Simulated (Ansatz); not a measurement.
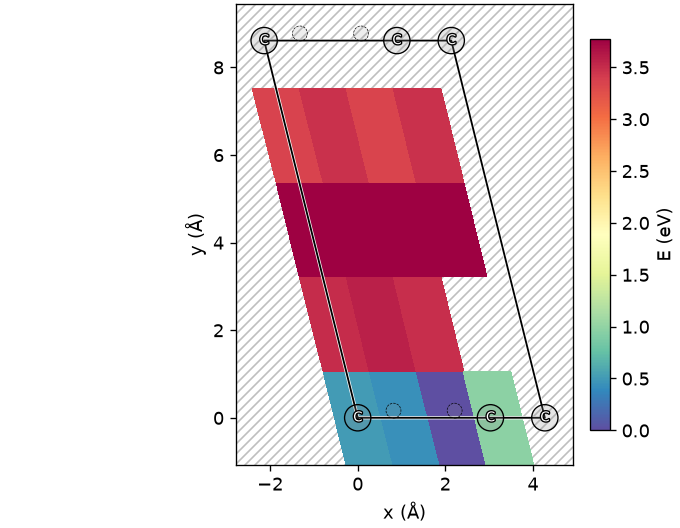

Energy landscape of H on a C(111) slab cut from the P6/mmm phase, its upper half relaxed before the scan (20 atoms of substrate and one adsorbate in a 2 × 1 cell). 
- H is moved over the surface cell; relaxed at each place: the height of the adsorbate's atoms; substrate rigid; the origin of the map has the adsorbate above C17.
- Places are given modulo a cell vector. The map is drawn in real space over the plane of the surface.
- The scan uses a 4 × 4 grid. At 1 point there is no value.
- Places are given in fractions of the 1 × 1 surface cell.
- Energies are in eV, from the lowest grid point.
- At some places the adsorbate sinks to or below the level of the top layer.
- The calculation used DFT PBE, scalar-relativistic, plane waves, PAW (Ansatz 0.2.0). Settings: cutoff 420 eV, k-mesh 4×3×1, gaussian smearing 0.1 eV, no spin polarisation.

The picture shows one coloured cell a grid point, labelled circles for the atoms of the top layer and small ones for the second layer, the outline of one cell of the plane, hatched blanks where no value was computed. 

Summarise what can be read from the map.

The lowest grid point is at (2/4, 0/4) of the cell vectors [nearest 1 C at 1.20 Å]. The highest grid point, a place at or below the level of the top layer, (0/4, 2/4) of the cell vectors, lies 3.78 eV above the lowest.

The whole map (15 points run) took 46 min on 4 threads of Arm Neoverse N1, with other jobs on the host.

PAW datasets: the set soft_1.
